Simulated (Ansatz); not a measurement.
**TiO$_{2}$: geometry relaxation (part 1 of 3)**

System: TiO$_{2}$ (slab, 18 atoms in the cell).
Method: DFT PBE+D3(BJ), scalar-relativistic, plane waves, PAW, no spin polarisation (Ansatz 0.2.0).

The structure derives from an entry of the Crystallography Open Database. The input holds or restrains some coordinates. Forces given for the steps count only the free coordinates.

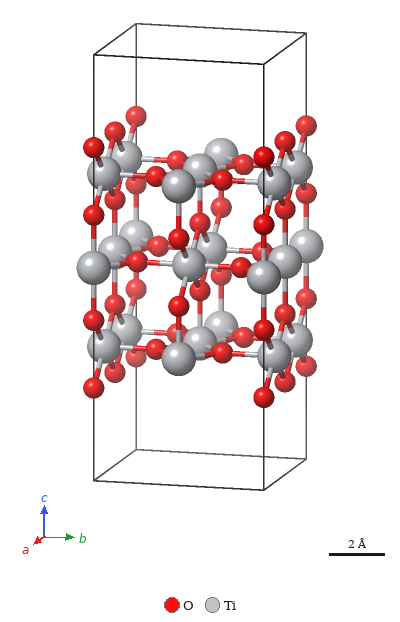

Fig. 1: The structure as given in the input (ball-and-stick view of the 2 × 1 repeat of the cell, with the vacuum cut short, seen slightly off an axis). An atom can appear more than once, as a periodic image. Near neighbours in the periodic cell (some may lie outside the picture): O has 2 Ti at 1.95 Å; Ti has 5 O at 1.95 to 1.98 Å; Ti has 6 O at 1.95 to 1.98 Å; O has 3 Ti at 1.95 to 1.98 Å.

The input
```yaml
crystal:
  lattice:
    - [2.9542647319, 0.0, 0.0]
    - [0.0, 6.5169289198, 0.0]
    - [0.0, 0.0, 26.0666474744]
  atoms:
    - { symbol: O, position: [0.0, 0.0, 0.3260871966] }
    - { symbol: Ti, position: [0.0, 0.5, 0.3749948775] }
    - { symbol: Ti, position: [0.5, 0.0, 0.3749948775] }
    - { symbol: O, position: [0.5, 0.3043772929, 0.3749948775] }
    - { symbol: O, position: [0.5, 0.6956227071, 0.3749948775] }
    - { symbol: O, position: [0.0, 0.0, 0.4239025584] }
    - { symbol: O, position: [0.0, 0.5, 0.4510923191] }
    - { symbol: Ti, position: [0.0, 0.0, 0.5] }
    - { symbol: Ti, position: [0.5, 0.5, 0.5] }
    - { symbol: O, position: [0.5, 0.8043772929, 0.5] }
    - { symbol: O, position: [0.5, 0.1956227071, 0.5] }
    - { symbol: O, position: [0.0, 0.5, 0.5489076809] }
    - { symbol: O, position: [0.0, 0.0, 0.5760974416] }
    - { symbol: Ti, position: [0.0, 0.5, 0.6250051225] }
    - { symbol: Ti, position: [0.5, 0.0, 0.6250051225] }
    - { symbol: O, position: [0.5, 0.3043772929, 0.6250051225] }
    - { symbol: O, position: [0.5, 0.6956227071, 0.6250051225] }
    - { symbol: O, position: [0.0, 0.0, 0.6739128034] }
basis:
  ecutwfc: 420
kpoints:
  mp_grid: { grid: [9, 4, 1] }
hamiltonian:
  xc: pbe
  dispersion: d3bj
scf:
  occupations: { method: gaussian, width: 0.05 }
output:
  forces: true
  eigenvalues: true
  write_density: true
  write_potential: true
  elf: true
  volumetric_format: npy
relax:
  adjacent_minimum: "off"
  f_tol: 0.03
  max_steps: 70
  constraints: [{ sites: [0, 1, 2, 3, 4, 5, 6] }]
efield:
  axis: 3
  dipole_correction: true
```

Run as:
```bash
ansatz run input.yaml --threads 4 --pin off --max-ram 10240MiB --backend cpu --events-out ev --progress --plain --runs-dir out
```

Log
```
Engine: ansatz 0.2.0, x86_64-unknown-linux-gnu
Pseudopotentials: kind: paw
Pseudopotential: O, paw, valence charge 6, recommended cutoff 420 eV (normal), O.paw.azcp
Pseudopotential: Ti, paw, valence charge 12, recommended cutoff 420 eV (normal), Ti.paw.azcp
Functional definition: PBE
  parameter kappa = 0.804
  parameter beta = 0.06672455060314922
  exchange = pbe_x(kappa = kappa, mu = beta*pi^2/3)
  correlation = pbe_c(beta = beta)
Crystal: 18 atoms, lattice volume = 501.854 Å³
Basis set: ecut = 420 eV, 9707 PW (Γ), exchange–correlation on 40×90×360 points (8 copies of the dense FFT grid, shifted against one another)
Bands: 90, of which v1, the nominal top of the filled ones, is band 72 counted from 1 (71 counted from 0)
Symmetry: 4 space group operations
k-points: 15 of 36
Non-local potential: O, projectors of the file, l = 0: 2, l = 1: 2, l = 2: 1
Non-local potential: Ti, projectors of the file, l = 0: 3, l = 1: 2, l = 2: 3, l = 3: 1
PAW form: soft (Blöchl's): semilocal exchange-correlation on the pseudo side does not see the compensation charge
PAW one-centre angular grid: O, 110 points (default); XC on 64 Gauss nodes
PAW one-centre angular grid: Ti, 590 points (default); XC on 64 Gauss nodes
Initial density: superposition of atomic densities (neutral atoms: chi_scale 0, normalization atom), corrected by the library's trained network
Initial wavefunctions: pseudopotential atomic-orbital guess
Functional: x = pbe(κ = 0.804, μ = 0.2195149727645171), c = pbe(β = 0.06672455060314922)
SCF iter   1: F=—  HF=-21832.103729 eV  |F-HF|=—  |Δ(HF+E_count)|=         —  Δρ=4.57e-3  dr2=3.45e-1  ethr=1.77e-3  p=0.000 e·Å  D=1.83e-13 V/Å  ΔV_dip=-0.00 eV  dr2_dipole=7.64e-9  V_vac-E_F(+/−)=6.28/6.28 eV  ⟨swp⟩=6.9  Hψ=5856  notcnv=0  defer=3
efield: sawtooth ramp at fractional position 0.9500 (placed from the atoms, in the widest stretch of the axis that holds none; the zero of the levels goes with the place), width 0.1000; the density the first Hamiltonian is built on has a dipole p = 0.000 e·Å; the dipole correction subtracts the counter field D = 1.83e-13 V/Å, which shifts the + side's vacuum level by -0.00 eV against the − side's; the planar-averaged density in the ramp window peaks in size at 3.7e-6 e/Å³
preconditioner: auto → Resta (q_TF=auto, 2.216 Å⁻¹)  ε∞=4.2  [insulator: Δε(μ)=1.172 eV  Ē_g=9.090 eV  σ=0.050 eV  W_gap=1.00  n_scr=80 (ndim 8)  ℏωp=16.2 eV  f_vac=0.596  D(μ)=0.00/eV (n_scr^D=0)  ε∞_Penn≈4.2  vacuum switching on, ρ_ref=6.0e-3 e/Å³]
SCF iter   2: F=—  HF=-21832.066108 eV  |F-HF|=—  |Δ(HF+E_count)|=   3.76e-2  Δρ=4.29e-3  dr2=9.21e-2  ethr=2.39e-4  p=-0.000 e·Å  D=-9.65e-6 V/Å  ΔV_dip=0.00 eV  dr2_dipole=2.08e-8  V_vac-E_F(+/−)=6.41/6.41 eV  ⟨swp⟩=2.1  Hψ=2031  notcnv=0  defer=153
SCF iter   3: F=—  HF=-21832.057552 eV  |F-HF|=—  |Δ(HF+E_count)|=   8.56e-3  Δρ=1.94e-3  dr2=2.95e-2  ethr=6.40e-5  p=0.000 e·Å  D=1.56e-6 V/Å  ΔV_dip=-0.00 eV  dr2_dipole=1.84e-9  V_vac-E_F(+/−)=6.41/6.41 eV  ⟨swp⟩=2.0  Hψ=1881  notcnv=0  defer=153
SCF iter   4: F=—  HF=-21832.054679 eV  |F-HF|=—  |Δ(HF+E_count)|=   2.87e-3  Δρ=7.25e-4  dr2=3.13e-3  ethr=2.05e-5  p=0.000 e·Å  D=1.97e-7 V/Å  ΔV_dip=-0.00 eV  dr2_dipole=5.83e-12  V_vac-E_F(+/−)=6.42/6.42 eV  ⟨swp⟩=2.0  Hψ=1636  notcnv=0  defer=150
SCF iter   5: F=—  HF=-21832.054616 eV  |F-HF|=—  |Δ(HF+E_count)|=   6.35e-5  Δρ=3.85e-4  dr2=8.08e-4  ethr=2.17e-6  p=0.000 e·Å  D=1.46e-6 V/Å  ΔV_dip=-0.00 eV  dr2_dipole=2.77e-10  V_vac-E_F(+/−)=6.43/6.43 eV  ⟨swp⟩=2.1  Hψ=1941  notcnv=0  defer=150
SCF iter   6: F=—  HF=-21832.054619 eV  |F-HF|=—  |Δ(HF+E_count)|=   3.29e-6  Δρ=1.45e-4  dr2=8.06e-5  ethr=5.61e-7  p=0.000 e·Å  D=4.31e-7 V/Å  ΔV_dip=-0.00 eV  dr2_dipole=3.62e-13  V_vac-E_F(+/−)=6.43/6.43 eV  ⟨swp⟩=2.0  Hψ=1807  notcnv=0  defer=150
SCF iter   7: F=—  HF=-21832.054632 eV  |F-HF|=—  |Δ(HF+E_count)|=   1.35e-5  Δρ=8.56e-5  dr2=3.61e-5  ethr=1.56e-8  p=0.000 e·Å  D=3.13e-7 V/Å  ΔV_dip=-0.00 eV  dr2_dipole=1.53e-11  V_vac-E_F(+/−)=6.43/6.43 eV  ⟨swp⟩=20.3  Hψ=14776  notcnv=0
SCF iter   8: F=-21832.054633 eV  HF=-21832.054633 eV  |F-HF|=1.01e-7  |Δ(HF+E_count)|=   7.21e-7  Δρ=2.53e-5  dr2=3.13e-6  ethr=1.56e-8  p=-0.000 e·Å  D=-2.03e-7 V/Å  ΔV_dip=0.00 eV  dr2_dipole=1.21e-11  V_vac-E_F(+/−)=6.43/6.43 eV  ⟨swp⟩=13.1  Hψ=12730  notcnv=0
SCF 1 converged in 8 iterations: F = -21832.054633 eV  dr2 = 3.13e-6
  greatest PAW one-centre occupation: 0.999 electrons in one spin orbital (limit 2), on the Ti atom at site 8 (counted from 0), in its partial waves of l = 0
relax step   1: F+E_penalty+E_count = -21832.05463324 eV  Δ(F+E_penalty+E_count) = +0.000e0 eV  max|allowed force component| = 3.362e0 eV/Å  Δτ_max = 0.0000 Å  (8 SCF iters, dr2 threshold 2.25e-5 eV, accepted)
Initial density: handed on by an earlier stage of this run
Initial wavefunctions: those handed on with the density
iter 1 solved again at ethr=1.41e-4 eV; its pass at ethr=3.10e-3 eV (dr2=2.02e-1 eV) is discarded
SCF iter   1: F=—  HF=-21832.679525 eV  |F-HF|=—  |Δ(HF+E_count)|=         —  Δρ=5.19e-3  dr2=2.02e-1  ethr=1.41e-4  p=0.000 e·Å  D=4.26e-7 V/Å  ΔV_dip=-0.00 eV  dr2_dipole=8.44e-3  V_vac-E_F(+/−)=6.44/6.44 eV  ⟨swp⟩=1.3  Hψ=4169  notcnv=0  defer=156
efield: sawtooth ramp at fractional position 0.9500 (handed on by an earlier solve), width 0.1000; the density the first Hamiltonian is built on has a dipole p = 0.000 e·Å; the dipole correction subtracts the counter field D = 4.26e-7 V/Å, which shifts the + side's vacuum level by -0.00 eV against the − side's; the planar-averaged density in the ramp window peaks in size at 1.4e-6 e/Å³
preconditioner: auto → Resta (q_TF=auto, 2.216 Å⁻¹)  ε∞=4.1  [insulator: Δε(μ)=1.045 eV  Ē_g=9.156 eV  σ=0.050 eV  W_gap=1.00  n_scr=80 (ndim 8)  ℏωp=16.2 eV  f_vac=0.598  D(μ)=0.00/eV (n_scr^D=0)  ε∞_Penn≈4.1  vacuum switching on, ρ_ref=6.1e-3 e/Å³]
SCF iter   2: F=—  HF=-21832.636583 eV  |F-HF|=—  |Δ(HF+E_count)|=   4.29e-2  Δρ=2.79e-3  dr2=4.89e-2  ethr=1.40e-4  p=-0.021 e·Å  D=-7.58e-3 V/Å  ΔV_dip=0.20 eV  dr2_dipole=2.02e-5  V_vac-E_F(+/−)=6.60/6.41 eV  ⟨swp⟩=3.3  Hψ=2038  notcnv=0  defer=156
SCF iter   3: F=—  HF=-21832.630910 eV  |F-HF|=—  |Δ(HF+E_count)|=   5.67e-3  Δρ=2.74e-3  dr2=4.76e-2  ethr=3.40e-5  p=-0.016 e·Å  D=-5.63e-3 V/Å  ΔV_dip=0.15 eV  dr2_dipole=1.62e-3  V_vac-E_F(+/−)=6.57/6.42 eV  ⟨swp⟩=2.5  Hψ=2319  notcnv=0  defer=154
SCF iter   4: F=—  HF=-21832.624667 eV  |F-HF|=—  |Δ(HF+E_count)|=   6.24e-3  Δρ=7.87e-4  dr2=3.54e-3  ethr=3.31e-5  p=-0.024 e·Å  D=-8.49e-3 V/Å  ΔV_dip=0.22 eV  dr2_dipole=1.15e-6  V_vac-E_F(+/−)=6.63/6.41 eV  ⟨swp⟩=2.0  Hψ=1870  notcnv=0  defer=154
SCF iter   5: F=—  HF=-21832.624350 eV  |F-HF|=—  |Δ(HF+E_count)|=   3.17e-4  Δρ=3.57e-4  dr2=7.06e-4  ethr=2.46e-6  p=-0.025 e·Å  D=-9.07e-3 V/Å  ΔV_dip=0.24 eV  dr2_dipole=1.21e-5  V_vac-E_F(+/−)=6.65/6.41 eV  ⟨swp⟩=2.9  Hψ=1901  notcnv=0  defer=154
SCF iter   6: F=—  HF=-21832.624306 eV  |F-HF|=—  |Δ(HF+E_count)|=   4.38e-5  Δρ=1.74e-4  dr2=1.68e-4  ethr=4.90e-7  p=-0.027 e·Å  D=-9.56e-3 V/Å  ΔV_dip=0.25 eV  dr2_dipole=1.59e-6  V_vac-E_F(+/−)=6.66/6.41 eV  ⟨swp⟩=2.3  Hψ=2018  notcnv=0  defer=154
SCF iter   7: F=-21832.624281 eV  HF=-21832.624298 eV  |F-HF|=1.68e-5  |Δ(HF+E_count)|=   8.49e-6  Δρ=6.99e-5  dr2=3.22e-5  ethr=6.94e-8  p=-0.028 e·Å  D=-9.92e-3 V/Å  ΔV_dip=0.26 eV  dr2_dipole=2.78e-7  V_vac-E_F(+/−)=6.67/6.41 eV  ⟨swp⟩=19.8  Hψ=14088  notcnv=0
SCF 2 converged in 7 iterations: F = -21832.624281 eV  dr2 = 3.22e-5
relax step   2: F+E_penalty+E_count = -21832.62428093 eV  Δ(F+E_penalty+E_count) = -5.696e-1 eV  max|allowed force component| = 2.316e0 eV/Å  Δτ_max = 0.0885 Å  (7 SCF iters, dr2 threshold 1.00e-4 eV, accepted)
SCF iter   1: F=—  HF=-21833.027897 eV  |F-HF|=—  |Δ(HF+E_count)|=         —  Δρ=7.50e-3  dr2=3.60e-1  ethr=2.24e-3  p=-0.028 e·Å  D=-9.93e-3 V/Å  ΔV_dip=0.26 eV  dr2_dipole=5.97e-4  V_vac-E_F(+/−)=6.70/6.44 eV  ⟨swp⟩=3.4  Hψ=2674  notcnv=0  defer=159
efield: sawtooth ramp at fractional position 0.9500 (handed on by an earlier solve), width 0.1000; the density the first Hamiltonian is built on has a dipole p = -0.028 e·Å; the dipole correction subtracts the counter field D = -9.93e-3 V/Å, which shifts the + side's vacuum level by +0.26 eV against the − side's; the planar-averaged density in the ramp window peaks in size at 9.2e-7 e/Å³
preconditioner: auto → Resta (q_TF=auto, 2.216 Å⁻¹)  ε∞=4.1  [insulator: Δε(μ)=1.069 eV  Ē_g=9.255 eV  σ=0.050 eV  W_gap=1.00  n_scr=80 (ndim 8)  ℏωp=16.2 eV  f_vac=0.598  D(μ)=0.00/eV (n_scr^D=0)  ε∞_Penn≈4.1  vacuum switching on, ρ_ref=6.2e-3 e/Å³]
SCF iter   2: F=—  HF=-21832.931552 eV  |F-HF|=—  |Δ(HF+E_count)|=   9.63e-2  Δρ=3.67e-3  dr2=7.95e-2  ethr=2.50e-4  p=-0.009 e·Å  D=-3.26e-3 V/Å  ΔV_dip=0.09 eV  dr2_dipole=1.40e-7  V_vac-E_F(+/−)=6.57/6.49 eV  ⟨swp⟩=2.1  Hψ=2164  notcnv=0  defer=168
SCF iter   3: F=—  HF=-21832.915701 eV  |F-HF|=—  |Δ(HF+E_count)|=   1.59e-2  Δρ=3.11e-3  dr2=5.73e-2  ethr=5.52e-5  p=-0.002 e·Å  D=-7.71e-4 V/Å  ΔV_dip=0.02 eV  dr2_dipole=4.88e-6  V_vac-E_F(+/−)=6.50/6.48 eV  ⟨swp⟩=2.2  Hψ=2180  notcnv=0  defer=168
SCF iter   4: F=—  HF=-21832.906935 eV  |F-HF|=—  |Δ(HF+E_count)|=   8.77e-3  Δρ=8.39e-4  dr2=4.02e-3  ethr=3.98e-5  p=-0.000 e·Å  D=-1.55e-4 V/Å  ΔV_dip=0.00 eV  dr2_dipole=4.50e-6  V_vac-E_F(+/−)=6.49/6.49 eV  ⟨swp⟩=2.0  Hψ=2049  notcnv=0  defer=168
SCF iter   5: F=—  HF=-21832.906814 eV  |F-HF|=—  |Δ(HF+E_count)|=   1.21e-4  Δρ=4.44e-4  dr2=1.04e-3  ethr=2.79e-6  p=-0.000 e·Å  D=-1.51e-4 V/Å  ΔV_dip=0.00 eV  dr2_dipole=3.41e-6  V_vac-E_F(+/−)=6.49/6.49 eV  ⟨swp⟩=3.0  Hψ=1877  notcnv=0  defer=168
SCF iter   6: F=—  HF=-21832.906815 eV  |F-HF|=—  |Δ(HF+E_count)|=   5.46e-7  Δρ=2.47e-4  dr2=3.32e-4  ethr=7.25e-7  p=-0.001 e·Å  D=-2.95e-4 V/Å  ΔV_dip=0.01 eV  dr2_dipole=2.50e-6  V_vac-E_F(+/−)=6.49/6.48 eV  ⟨swp⟩=2.2  Hψ=1837  notcnv=0  defer=168
SCF iter   7: F=-21832.906783 eV  HF=-21832.906809 eV  |F-HF|=2.58e-5  |Δ(HF+E_count)|=   5.69e-6  Δρ=9.58e-5  dr2=5.01e-5  ethr=6.94e-8  p=-0.002 e·Å  D=-5.41e-4 V/Å  ΔV_dip=0.01 eV  dr2_dipole=2.80e-7  V_vac-E_F(+/−)=6.50/6.48 eV  ⟨swp⟩=21.5  Hψ=14252  notcnv=0
SCF 3 converged in 7 iterations: F = -21832.906783 eV  dr2 = 5.01e-5
relax step   3: F+E_penalty+E_count = -21832.90678326 eV  Δ(F+E_penalty+E_count) = -2.825e-1 eV  max|allowed force component| = 6.374e-1 eV/Å  Δτ_max = 0.1031 Å  (7 SCF iters, dr2 threshold 1.00e-4 eV, accepted)
SCF iter   1: F=—  HF=-21832.936323 eV  |F-HF|=—  |Δ(HF+E_count)|=         —  Δρ=1.97e-3  dr2=3.61e-2  ethr=1.61e-4  p=-0.001 e·Å  D=-5.41e-4 V/Å  ΔV_dip=0.01 eV  dr2_dipole=9.77e-4  V_vac-E_F(+/−)=6.49/6.48 eV  ⟨swp⟩=2.3  Hψ=2453  notcnv=0  defer=164
efield: sawtooth ramp at fractional position 0.9500 (handed on by an earlier solve), width 0.1000; the density the first Hamiltonian is built on has a dipole p = -0.001 e·Å; the dipole correction subtracts the counter field D = -5.41e-4 V/Å, which shifts the + side's vacuum level by +0.01 eV against the − side's; the planar-averaged density in the ramp window peaks in size at 2.4e-7 e/Å³
preconditioner: auto → Resta (q_TF=auto, 2.216 Å⁻¹)  ε∞=4.1  [insulator: Δε(μ)=1.008 eV  Ē_g=9.254 eV  σ=0.050 eV  W_gap=1.00  n_scr=80 (ndim 8)  ℏωp=16.2 eV  f_vac=0.596  D(μ)=0.00/eV (n_scr^D=0)  ε∞_Penn≈4.1  vacuum switching on, ρ_ref=6.2e-3 e/Å³]
SCF iter   2: F=—  HF=-21832.929586 eV  |F-HF|=—  |Δ(HF+E_count)|=   6.74e-3  Δρ=1.21e-3  dr2=6.83e-3  ethr=2.51e-5  p=0.007 e·Å  D=2.40e-3 V/Å  ΔV_dip=-0.06 eV  dr2_dipole=1.31e-5  V_vac-E_F(+/−)=6.41/6.47 eV  ⟨swp⟩=2.1  Hψ=1982  notcnv=0  defer=161
SCF iter   3: F=—  HF=-21832.928152 eV  |F-HF|=—  |Δ(HF+E_count)|=   1.43e-3  Δρ=8.14e-4  dr2=4.06e-3  ethr=4.74e-6  p=0.008 e·Å  D=2.73e-3 V/Å  ΔV_dip=-0.07 eV  dr2_dipole=2.98e-5  V_vac-E_F(+/−)=6.40/6.48 eV  ⟨swp⟩=2.2  Hψ=2097  notcnv=0  defer=161
SCF iter   4: F=—  HF=-21832.927587 eV  |F-HF|=—  |Δ(HF+E_count)|=   5.66e-4  Δρ=3.23e-4  dr2=5.15e-4  ethr=2.82e-6  p=0.006 e·Å  D=2.21e-3 V/Å  ΔV_dip=-0.06 eV  dr2_dipole=2.58e-6  V_vac-E_F(+/−)=6.42/6.47 eV  ⟨swp⟩=2.0  Hψ=1763  notcnv=0  defer=161
SCF iter   5: F=—  HF=-21832.927533 eV  |F-HF|=—  |Δ(HF+E_count)|=   5.40e-5  Δρ=1.16e-4  dr2=6.30e-5  ethr=3.57e-7  p=0.006 e·Å  D=2.26e-3 V/Å  ΔV_dip=-0.06 eV  dr2_dipole=7.36e-7  V_vac-E_F(+/−)=6.41/6.47 eV  ⟨swp⟩=2.6  Hψ=1943  notcnv=0  defer=160
SCF iter   6: F=-21832.927522 eV  HF=-21832.927536 eV  |F-HF|=1.40e-5  |Δ(HF+E_count)|=   3.13e-6  Δρ=6.94e-5  dr2=2.48e-5  ethr=2.14e-8  p=0.007 e·Å  D=2.39e-3 V/Å  ΔV_dip=-0.06 eV  dr2_dipole=2.47e-7  V_vac-E_F(+/−)=6.41/6.47 eV  ⟨swp⟩=21.3  Hψ=15335  notcnv=0
SCF 4 converged in 6 iterations: F = -21832.927522 eV  dr2 = 2.48e-5
relax step   4: F+E_penalty+E_count = -21832.92752198 eV  Δ(F+E_penalty+E_count) = -2.074e-2 eV  max|allowed force component| = 2.701e-1 eV/Å  Δτ_max = 0.0366 Å  (6 SCF iters, dr2 threshold 3.08e-5 eV, accepted)
```
